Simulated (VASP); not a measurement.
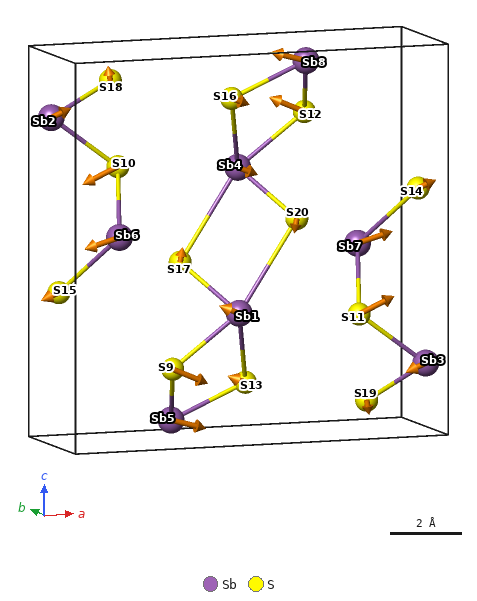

A relaxation of a crystal of Sb2S3 (set up in Pnma). The starting structure is drawn; orange arrows show the displacements (the part carried along by the change of the cell is left out), magnified 10 times.

A ball-and-stick model of the cell of the calculation, seen slightly off an axis.

The run lets cell and atoms move.

Method: Kohn-Sham DFT of a periodic cell, PBE, VASP PAW PBE potentials, recommended (VASP).

The input:
```
ALGO = Normal ; EDIFF = 1E-6
EDIFFG = -0.01 ; ENCUT = 600
GGA = PE ; IBRION = 2
ISIF = 3 ; ISMEAR = 0
KPAR = 4 ; LASPH = True
LCHARG = False ; LREAL = False
LWAVE = False ; NELM = 80
NSW = 90 ; PREC = Accurate
SIGMA = 0.03
```

Run as
```bash
cat potpaw_PBE.64/Sb/POTCAR potpaw_PBE.64/S/POTCAR > POTCAR
mpirun -np 4 vasp_std > vasp.out
```

Q: Describe the change and its energy.

A: After 28 geometry steps the energy has fallen by 11.8 meV per atom. The largest force component goes from 0.33 to 0.0095 eV/Å. The pressure goes from 2.47 to 0.03 GPa. The largest moves relative to the cell, 0.12 Å, are those of S9, S10, S11 and S12. S9 goes along [2 0 −1]. By element the largest moves are S 0.12 Å, Sb 0.11 Å. The drawn cell changes as follows: a 11.311 → 12.148 Å (+7.4 %), b 3.839 → 3.869 Å (+0.8 %), c 11.223 → 11.241 Å (+0.2 %); the volume changes by +8.4 %. Some distances before and after: Sb1–S20 3.164 → 3.218 Å, Sb1–S13 3.110 → 3.147 Å, Sb1–S9 2.518 → 2.548 Å, Sb1–S17 2.541 → 2.567 Å. The space group stays Pnma (No. 62).

Limits of the set-up: layers or molecules are held without a dispersion correction, so their spacing is unreliable.
